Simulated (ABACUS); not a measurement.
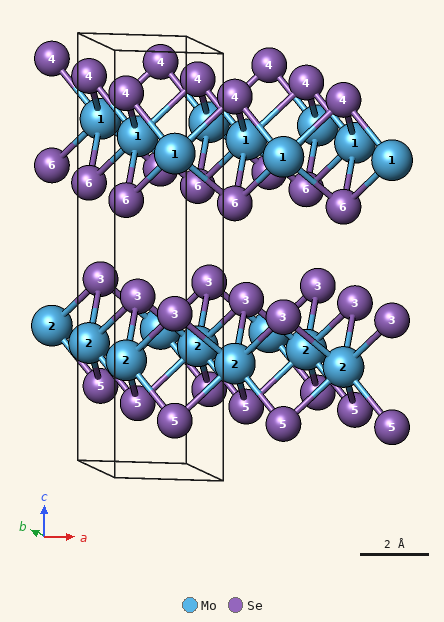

The structure as given in the input (ball-and-stick view of the cell of the calculation, repeated 3 × 3 × 1, seen slightly off an axis; atoms are numbered from 1 in the order of the input). An atom can appear more than once, as a periodic image. Near neighbours in the periodic cell (some may lie outside the picture): Mo has 6 Se at 2.49 Å; Se has 3 Mo at 2.49 Å.

# Band-structure run, with input and output: MoSe₂ (part 1 of 2)

System: MoSe₂ (P6₃/mmc, 6 atoms in the cell).
Method: Kohn-Sham DFT of a periodic cell, LDA, PseudoDojo NC SR 0.4.1 LDA stringent, no spin polarisation (ABACUS 3.10.1).

The structure derives from an entry of the Crystallography Open Database. It belongs to a series of runs on one base structure; here: bands on the converged density.

### Output
```
ABACUS v3.10.1

               Atomic-orbital Based Ab-initio Computation at UStc

 ------------------------------------------------------------------------------------

 READING GENERAL INFORMATION
                           global_out_dir = OUT.MoSe2/
                           global_in_card = INPUT
                               pseudo_dir = ./
                              orbital_dir =
                                    DSIZE = 4
                                    GSIZE = 1

 READING UNITCELL INFORMATION
                                    ntype = 2
                  lattice constant (Bohr) = 1.88973
              lattice constant (Angstrom) = 1

 READING ATOM TYPE 1
                               atom label = Mo
                      L=0, number of zeta = 1
                      L=1, number of zeta = 1
                      L=2, number of zeta = 1
             number of atom for this type = 2

 READING ATOM TYPE 2
                               atom label = Se
                      L=0, number of zeta = 1
                      L=1, number of zeta = 1
                      L=2, number of zeta = 1
             number of atom for this type = 4

                        TOTAL ATOM NUMBER = 6
DIRECT COORDINATES
    atom                   x                   y                   z     mag                  vx                  vy                  vz
taud_Mo1            0.6666666667        0.3333333333        0.7500000000  0.0000        0.0000000000        0.0000000000        0.0000000000
taud_Mo2            0.3333333333        0.6666666667        0.2500000000  0.0000        0.0000000000        0.0000000000        0.0000000000
taud_Se1            0.6666666667        0.3333333333        0.3750000000  0.0000        0.0000000000        0.0000000000        0.0000000000
taud_Se2            0.3333333333        0.6666666667        0.8750000000  0.0000        0.0000000000        0.0000000000        0.0000000000
taud_Se3            0.6666666667        0.3333333333        0.1250000000  0.0000        0.0000000000        0.0000000000        0.0000000000
taud_Se4            0.3333333333        0.6666666667        0.6250000000  0.0000        0.0000000000        0.0000000000        0.0000000000

                          Volume (Bohr^3) = 815.043
                             Volume (A^3) = 120.777

 Lattice vectors: (Cartesian coordinate: in unit of a_0)
               +3.288                  +0                  +0
               -1.644            +2.84749                  +0
                   +0                  +0               +12.9
 Reciprocal vectors: (Cartesian coordinate: in unit of 2 pi/a_0)
            +0.304136           +0.175593                  -0
                   -0           +0.351186                  -0
                   +0                  -0          +0.0775194
 The esolver type has been set to : ksdft_pw

                PAO radial cut off (Bohr) = 7

 Read in pseudopotential file is Mo.upf
                     pseudopotential type = NC
          exchange-correlation functional = SLAPWNOGXNOGC
                 nonlocal core correction = 1
                        valence electrons = 14
                                     lmax = 2
                           number of zeta = 4
                     number of projectors = 6
                           L of projector = 0
                           L of projector = 0
                           L of projector = 1
                           L of projector = 1
                           L of projector = 2
                           L of projector = 2
 XC functional updated to : pz
          exchange-correlation functional = PZ
                PAO radial cut off (Bohr) = 7

 Read in pseudopotential file is Se.upf
                     pseudopotential type = NC
          exchange-correlation functional = SLAPWNOGXNOGC
                 nonlocal core correction = 1
                        valence electrons = 24
                                     lmax = 2
                           number of zeta = 5
                     number of projectors = 6
                           L of projector = 0
                           L of projector = 0
                           L of projector = 1
                           L of projector = 1
                           L of projector = 2
                           L of projector = 2
 XC functional updated to : pz
          exchange-correlation functional = PZ
     initial pseudo atomic orbital number = 72

 SETUP THE ELECTRONS NUMBER
            electron number of element Mo = 14
      total electron number of element Mo = 28
            electron number of element Se = 24
      total electron number of element Se = 96
            AUTOSET number of electrons:  = 124
                           occupied bands = 62
                                   NBANDS = 81
                                   NLOCAL = 54

%%%%%%%%%%%%%%%%%%%%%%%%%%%%%%%%%%%%%%%%%%%%%%%%%%%%%%%%%%%%%%%%%%%%%%%%%%%%%%%%%%%%%%%%%%%%%%%%%%%%%%%%%%
 Warning: the number of valence electrons in pseudopotential > 6 for Mo: [Kr] 4d5 5s1
 Warning: the number of valence electrons in pseudopotential > 6 for Se: [Ar] 3d10 4s2 4p4
 Pseudopotentials with additional electrons can yield (more) accurate outcomes, but may be less efficient.
 If you're confident that your chosen pseudopotential is appropriate, you can safely ignore this warning.
%%%%%%%%%%%%%%%%%%%%%%%%%%%%%%%%%%%%%%%%%%%%%%%%%%%%%%%%%%%%%%%%%%%%%%%%%%%%%%%%%%%%%%%%%%%%%%%%%%%%%%%%%%

 SETUP THE PLANE WAVE BASIS
 energy cutoff for charge/potential (unit:Ry) = 420
            fft grid for charge/potential = [ 45, 45, 160 ]
                        fft grid division = [ 1, 1, 1 ]
        big fft grid for charge/potential = [ 45, 45, 160 ]
                                     nbxx = 324000
                                     nrxx = 324000

 SETUP PLANE WAVES FOR CHARGE/POTENTIAL
                    number of plane waves = 118377
                         number of sticks = 1123

 PARALLEL PW FOR CHARGE/POTENTIAL
     PROC   COLUMNS(POT)             PW
        1           1123         118377
 --------------- sum -------------------
        1           1123         118377
                            number of |g| = 5373
                                  max |g| = 37.9882
                                  min |g| = 0

----------- Double Check Mixing Parameters Begin ------------
mixing_type: broyden
mixing_beta: 0.7
mixing_gg0: 1
mixing_gg0_min: 0.1
mixing_ndim: 8
----------- Double Check Mixing Parameters End ------------

 SETUP K-POINTS
                                    nspin = 1
                                   nkstot = 57
K-POINTS DIRECT COORDINATES
 KPOINTS    DIRECT_X    DIRECT_Y    DIRECT_Z  WEIGHT
       1  0.00000000  0.00000000  0.00000000  1.0000
       2  0.08333333  0.00000000  0.00000000  1.0000
       3  0.16666667  0.00000000  0.00000000  1.0000
       4  0.25000000  0.00000000  0.00000000  1.0000
       5  0.33333333  0.00000000  0.00000000  1.0000
       6  0.41666667  0.00000000  0.00000000  1.0000
       7  0.50000000  0.00000000  0.00000000  1.0000
       8  0.47222222  0.05555555  0.00000000  1.0000
       9  0.44444444  0.11111111  0.00000000  1.0000
      10  0.41666666  0.16666666  0.00000000  1.0000
      11  0.38888889  0.22222222  0.00000000  1.0000
      12  0.36111111  0.27777778  0.00000000  1.0000
      13  0.33333333  0.33333333  0.00000000  1.0000
      14  0.27777778  0.27777778  0.00000000  1.0000
      15  0.22222222  0.22222222  0.00000000  1.0000
      16  0.16666666  0.16666666  0.00000000  1.0000
      17  0.11111111  0.11111111  0.00000000  1.0000
      18  0.05555555  0.05555555  0.00000000  1.0000
      19  0.00000000  0.00000000  0.00000000  1.0000
      20  0.00000000  0.00000000  0.08333333  1.0000
      21  0.00000000  0.00000000  0.16666667  1.0000
      22  0.00000000  0.00000000  0.25000000  1.0000
      23  0.00000000  0.00000000  0.33333333  1.0000
      24  0.00000000  0.00000000  0.41666667  1.0000
      25  0.00000000  0.00000000  0.50000000  1.0000
      26  0.08333333  0.00000000  0.50000000  1.0000
      27  0.16666667  0.00000000  0.50000000  1.0000
      28  0.25000000  0.00000000  0.50000000  1.0000
      29  0.33333333  0.00000000  0.50000000  1.0000
      30  0.41666667  0.00000000  0.50000000  1.0000
[... 27 further k points ...]

           k-point number in this process = 15
       minimum distributed K point number = 14

[... K-POINTS CARTESIAN COORDINATES: 15 rows ...]

[... K-POINTS DIRECT COORDINATES: 15 rows ...]

 SETUP PLANE WAVES FOR WAVE FUNCTIONS
     energy cutoff for wavefunc (unit:Ry) = 105
              fft grid for wave functions = [ 45, 45, 160 ]
                    number of plane waves = 18001
                         number of sticks = 313

 PARALLEL PW FOR WAVE FUNCTIONS
     PROC   COLUMNS(POT)             PW
        1            313          18001
 --------------- sum -------------------
        1            313          18001

 SETUP NONLOCAL PSEUDOPOTENTIALS IN PLANE WAVE BASIS
 Mo non-local projectors:
 projector 1 L=0
 projector 2 L=0
 projector 3 L=1
 projector 4 L=1
 projector 5 L=2
 projector 6 L=2
 Se non-local projectors:
 projector 1 L=0
 projector 2 L=0
 projector 3 L=1
 projector 4 L=1
 projector 5 L=2
 projector 6 L=2
      TOTAL NUMBER OF NONLOCAL PROJECTORS = 108

 Init Non-Local PseudoPotential table :
 Init Non-Local-Pseudopotential done.

                                     npwx = 14870

 Make real space PAO into reciprocal space.
       max mesh points in Pseudopotential = 701
     dq(describe PAO in reciprocal space) = 0.01
                                    max q = 1234

 number of pseudo atomic orbitals for Mo is 4
WARNING: norm of atomic wavefunction # 3 of atomic type Mo is 0.999108, renormalized
WARNING: norm of atomic wavefunction # 4 of atomic type Mo is 0.990139, renormalized

 number of pseudo atomic orbitals for Se is 5
WARNING: norm of atomic wavefunction # 4 of atomic type Se is 0.999995, renormalized
WARNING: norm of atomic wavefunction # 5 of atomic type Se is 0.999481, renormalized

 -------------------------------------------
 NONSELF-CONSISTENT
 -------------------------------------------
                                 init_chg = file
 try to read charge from file
 Read in the charge density: OUT.MoSe2//MoSe2-CHARGE-DENSITY.restart

 PW ALGORITHM --------------- ION=   1  ELEC=   1--------------------------------

 k(1/57) Iter steps (avg)=13 threshold=1e-07
 k(2/57) Iter steps (avg)=14 threshold=1e-07

 k(3/57) Iter steps (avg)=14 threshold=1e-07

 k(4/57) Iter steps (avg)=14 threshold=1e-07
 k(5/57) Iter steps (avg)=12 threshold=1e-07

 k(6/57) Iter steps (avg)=15 threshold=1e-07
 k(7/57) Iter steps (avg)=13 threshold=1e-07

 k(8/57) Iter steps (avg)=12 threshold=1e-07
 k(9/57) Iter steps (avg)=11 threshold=1e-07

 k(10/57) Iter steps (avg)=10 threshold=1e-07

 k(11/57) Iter steps (avg)=11 threshold=1e-07
 k(12/57) Iter steps (avg)=13 threshold=1e-07
 k(13/57) Iter steps (avg)=14 threshold=1e-07
 k(14/57) Iter steps (avg)=12 threshold=1e-07
 k(15/57) Iter steps (avg)=12 threshold=1e-07
[... levels at 15 k points of this process ...]

 Density error is 0.00000000000
                          Error Threshold = 1.00000000000e-07
----------------------------------------------------------
     Energy           Rydberg                 eV
----------------------------------------------------------
 E_KohnSham     -3013.4820698436     -41000.5269707073
 E_KS(sigma->0) -3013.4820678088     -41000.5269430223
 E_Harris       -3013.4820698436     -41000.5269707073
 E_band         -464.5569660367      -6320.6217836921
 E_one_elec     -2476.5988321688     -33695.8557776407
 E_Hartree      1163.5648396409      15831.1118115720
 E_xc           -299.9817896827      -4081.4616359229
 E_Ewald        -1400.4662835634     -19054.3213133458
 E_entropy(-TS) -0.0000040696        -0.0000553700
 E_descf        0.0000000000         0.0000000000
 E_exx          0.0000000000         0.0000000000
 E_Fermi        1.0141542374         13.7982762798
----------------------------------------------------------

 charge density convergence is achieved
 final etot is -41000.526971 eV
 EFERMI = 13.798276280 eV

 STATE ENERGY(eV) AND OCCUPATIONS    NSPIN == 1
 1/15 kpoint (Cartesian) = 0.0000 0.0000 0.0000 (14773 pws)
       1       -193.828      0.0350877
       2       -193.828      0.0350877
       3       -193.828      0.0350877
       4       -193.828      0.0350877
       5       -133.898      0.0350877
       6       -133.898      0.0350877
       7       -133.898      0.0350877
       8       -133.898      0.0350877
       9       -133.898      0.0350877
      10       -133.898      0.0350877
      11       -133.898      0.0350877
      12       -133.898      0.0350877
      13       -133.845      0.0350877
      14       -133.845      0.0350877
      15       -133.845      0.0350877
      16       -133.845      0.0350877
      17       -47.7580      0.0350877
      18       -47.7580      0.0350877
      19       -34.6364      0.0350877
      20       -34.6364      0.0350877
      21       -34.6363      0.0350877
      22       -34.6363      0.0350877
      23       -34.6358      0.0350877
      24       -34.6358      0.0350877
      25       -34.6358      0.0350877
      26       -34.6358      0.0350877
      27       -34.5924      0.0350877
      28       -34.5924      0.0350877
      29       -34.5922      0.0350877
      30       -34.5922      0.0350877
      31       -34.5910      0.0350877
      32       -34.5910      0.0350877
      33       -34.5908      0.0350877
      34       -34.5908      0.0350877
      35       -34.5750      0.0350877
      36       -34.5748      0.0350877
      37       -34.5718      0.0350877
      38       -34.5715      0.0350877
      39       -21.9941      0.0350877
      40       -21.9941      0.0350877
      41       -21.8058      0.0350877
      42       -21.8058      0.0350877
      43       -21.8057      0.0350877
      44       -21.8057      0.0350877
      45       -1.71807      0.0350877
      46       -1.48351      0.0350877
      47      -0.612025      0.0350877
      48      -0.237857      0.0350877
      49        6.71659      0.0350877
      50        7.75225      0.0350877
      51        10.0417      0.0350877
      52        10.4582      0.0350877
      53        10.4582      0.0350877
      54        10.4708      0.0350877
      55        10.4708      0.0350877
      56        11.5279      0.0350877
      57        11.5279      0.0350877
      58        11.5669      0.0350877
      59        11.5669      0.0350877
      60        12.2913      0.0350877
      61        12.5372      0.0350877
      62        13.4020      0.0350750
      63        15.7989    1.47084e-19
      64        15.7989    1.47084e-19
      65        15.8494    5.36253e-20
      66        15.8494    5.36253e-20
      67        16.0815    5.16663e-22
      68        16.0815    5.16663e-22
      69        16.2573    1.53589e-23
      70        16.2573    1.53589e-23
      71        18.4365    1.81244e-42
      72        18.8925    1.98387e-46
      73        21.1912    2.14213e-66
      74        21.3848    4.46022e-68
      75        21.5803    8.94800e-70
      76        23.0798    8.44403e-83
      77        23.6078    2.19160e-87
      78        23.6078    2.19160e-87
      79        24.0756        0.00000
      80        24.0756        0.00000
      81        24.8714        0.00000

 2/15 kpoint (Cartesian) = 0.025345 0.014633 0.0000 (14765 pws)
       1       -193.828      0.0350877
       2       -193.828      0.0350877
       3       -193.828      0.0350877
       4       -193.828      0.0350877
       5       -133.898      0.0350877
       6       -133.898      0.0350877
       7       -133.898      0.0350877
       8       -133.898      0.0350877
       9       -133.898      0.0350877
      10       -133.898      0.0350877
      11       -133.898      0.0350877
      12       -133.898      0.0350877
      13       -133.845      0.0350877
      14       -133.845      0.0350877
      15       -133.845      0.0350877
      16       -133.845      0.0350877
      17       -47.7563      0.0350877
      18       -47.7563      0.0350877
      19       -34.6363      0.0350877
      20       -34.6362      0.0350877
      21       -34.6361      0.0350877
      22       -34.6360      0.0350877
      23       -34.6359      0.0350877
      24       -34.6358      0.0350877
      25       -34.6355      0.0350877
      26       -34.6355      0.0350877
      27       -34.5924      0.0350877
      28       -34.5924      0.0350877
      29       -34.5922      0.0350877
      30       -34.5922      0.0350877
      31       -34.5912      0.0350877
      32       -34.5910      0.0350877
      33       -34.5910      0.0350877
      34       -34.5908      0.0350877
      35       -34.5749      0.0350877
      36       -34.5747      0.0350877
      37       -34.5716      0.0350877
      38       -34.5714      0.0350877
      39       -21.9898      0.0350877
      40       -21.9897      0.0350877
      41       -21.8251      0.0350877
      42       -21.8251      0.0350877
      43       -21.8101      0.0350877
      44       -21.8101      0.0350877
      45       -1.61956      0.0350877
      46       -1.38669      0.0350877
      47      -0.558577      0.0350877
      48      -0.194401      0.0350877
      49        6.83442      0.0350877
```
